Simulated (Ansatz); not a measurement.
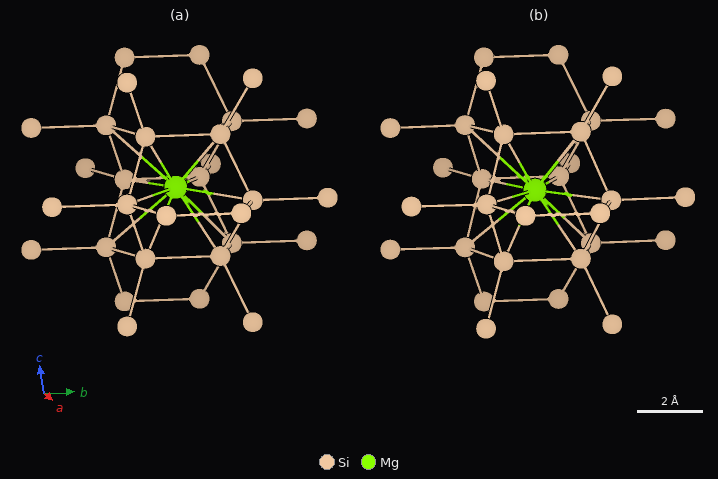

The structure of a defect cell of composition MgSi₃₂ (cell charge +2) before (left) and after (right) a relaxation, at one scale.

A ball-and-stick model of the atoms within 5.0 Å of the atom that moves most (axes of the larger cell on standard axes (2 times the calculation's cell)), seen slightly off an axis.

Case: Mg interstitial, charge +2, atoms relaxed. The atoms of the start lie slightly off their symmetric places, so part of the fall in energy undoes that.

The calculation used DFT PBE, scalar-relativistic, plane waves, PAW in Ansatz 0.2.0. Set-up: plane-wave cutoff 420 eV; k-point mesh 2 × 2 × 2; occupations gaussian; smearing width 0.02 eV; mesh shifted by (0.5, 0.5, 0.5); no spin polarisation; atoms relaxed in a fixed cell; force threshold 0.02 eV/Å; at most 60 steps.

Q: Describe what moved and what it gained.

A: After 3 accepted moves (4 points after the start) the energy has fallen by 0.508 eV per cell of the calculation. Largest force component: 1.6 eV/Å at the start, 0.018 eV/Å at the end. 1 step only repeated the SCF at the same geometry. The atom that moves furthest is the Mg atom (0.11 Å roughly along [−2 0 −3]). By element the largest moves are Mg 0.11 Å, Si 0.11 Å. The cell doesn't change. Some distances before and after: Mg–Si 2.418 → 2.624 Å, Mg–Si 3.080 → 2.990 Å, Si–Si 2.381 → 2.460 Å, Mg–Si 2.549 → 2.624 Å. Bond angles that change, for instance: Si–Si–Si 109.1° → 113.6°, Si–Si–Mg 76.6° → 72.8°, Si–Si–Mg 132.6° → 128.9°. Cost: 50 s on 4 threads of Intel(R) Xeon(R) Platinum 8259CL CPU @ 2.50GHz (Skylake/Cascade Lake), on a shared host, peak memory 1.5 GiB.

Limits of the set-up: the cell is charged, on a uniform background, and energies carry no finite-size correction.
